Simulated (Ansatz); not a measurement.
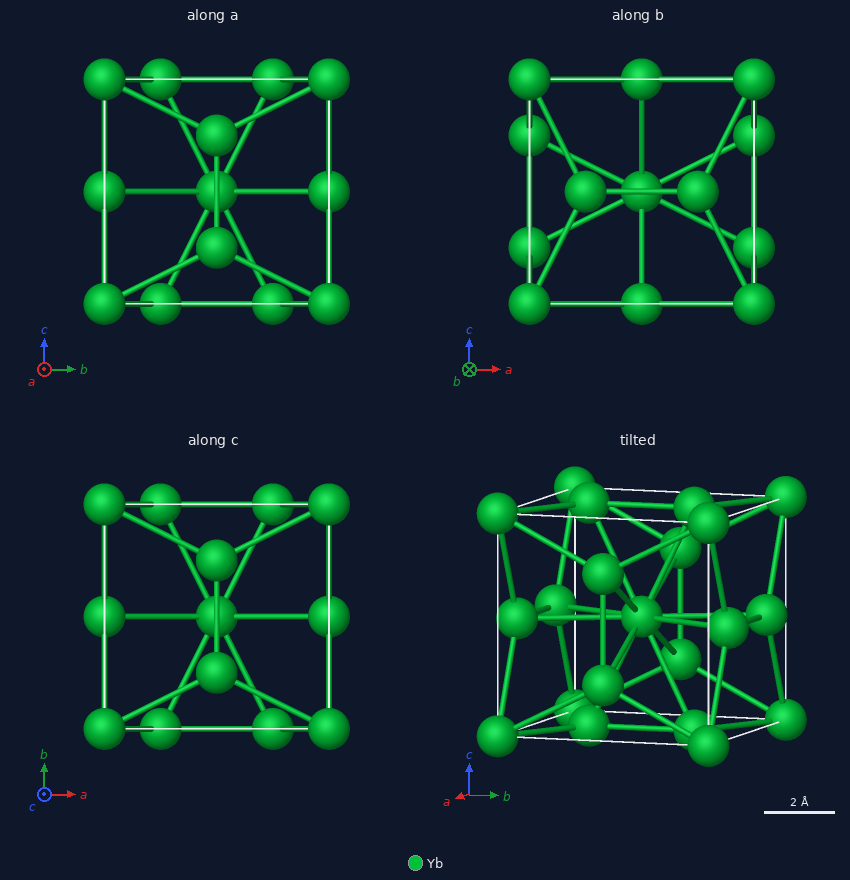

This ball-and-stick model is shown along the a axis, along the b axis, along the c axis and slightly off an axis. The parallelepiped is the conventional unit cell.

Lattice parameters: a = 6.4213 Å, b = 6.4213 Å, c = 6.4213 Å, α = 90.000°, β = 90.000°, γ = 90.000°.

### Convert the drawing into a CIF in P1 with every atom of the cell.

```cif
data_structure
_symmetry_space_group_name_H-M 'P 1'
_symmetry_Int_Tables_number 1
_cell_length_a 6.4213
_cell_length_b 6.4213
_cell_length_c 6.4213
_cell_angle_alpha 90.000
_cell_angle_beta 90.000
_cell_angle_gamma 90.000
_cell_volume 264.76
loop_
_atom_site_label
_atom_site_type_symbol
_atom_site_fract_x
_atom_site_fract_y
_atom_site_fract_z
_atom_site_occupancy
Yb1 Yb 0.0000 0.0000 0.0000 1
Yb2 Yb 0.5000 0.5000 0.5000 1
Yb3 Yb 0.2500 0.0000 0.5000 1
Yb4 Yb 0.7500 0.0000 0.5000 1
Yb5 Yb 0.5000 0.2500 0.0000 1
Yb6 Yb 0.5000 0.7500 0.0000 1
Yb7 Yb 0.0000 0.5000 0.2500 1
Yb8 Yb 0.0000 0.5000 0.7500 1
```

It goes back to a structure type filled with this element by a generator (whether the element takes this form wasn't checked). Earlier steps of the study may have refined or changed the cell and positions. A calculation with Ansatz used it as input.
